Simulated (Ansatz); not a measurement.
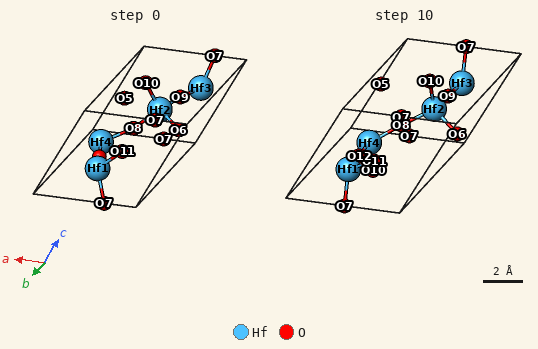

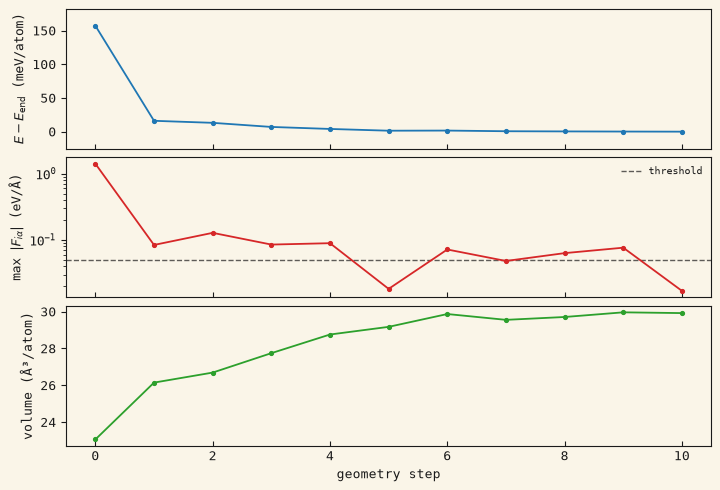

First and last geometry of a relaxation of solid HfO2 (a generated structure, set up in P2_1) (coarse preliminary run), with the history of the run. The picture is a ball-and-stick view of the cell of the calculation, seen from a free direction.

Case: Si → Hf on all its sites, cell and atoms relaxed.

Computed with DFT r2SCAN, scalar-relativistic, plane waves, PAW (Ansatz). Settings: plane-wave cutoff 500 eV; k-point mesh 4 × 2 × 4; occupations gaussian; smearing width 0.1 eV; no spin polarisation; cell and atoms relaxed; force threshold 0.05 eV/Å; at most 60 steps.

### Read the history and describe the run.

The run was cut off at its time limit before the relaxation converged, so the last structure is only a point on the way. After 10 geometry steps the energy has fallen by 157 meV per atom. The largest force component goes from 1.4 to 0.017 eV/Å. The pressure goes from 16.02 to −0.07 GPa. The largest moves relative to the cell, 1.11 Å, are those of O7 and O10. O10 goes along −a. By element the largest moves are O 1.11 Å, Hf 0.48 Å. Cell: a 5.706 → 6.325 Å (+10.8 %), b 9.498 → 10.336 Å (+8.8 %), c 5.849 → 6.338 Å (+8.4 %), β 119.2° → 119.9°. Volume +29.8 %. Among the contacts that change: Hf1–O12 1.855 → 1.941 Å, Hf1–O11 1.867 → 1.940 Å. Bond angles that change, for instance: Hf2–O10–Hf4 144.0° → 179.1°, Hf1–O5–Hf3 144.5° → 174.9°, Hf1–O12–Hf4 173.8° → 180.0°. The space group stays C222_1 (No. 20). Cost: 7.7 min on 2 threads of Oxide Virtual Turin-like Processor (Zen 5) (shared host), peak memory 1.5 GiB.
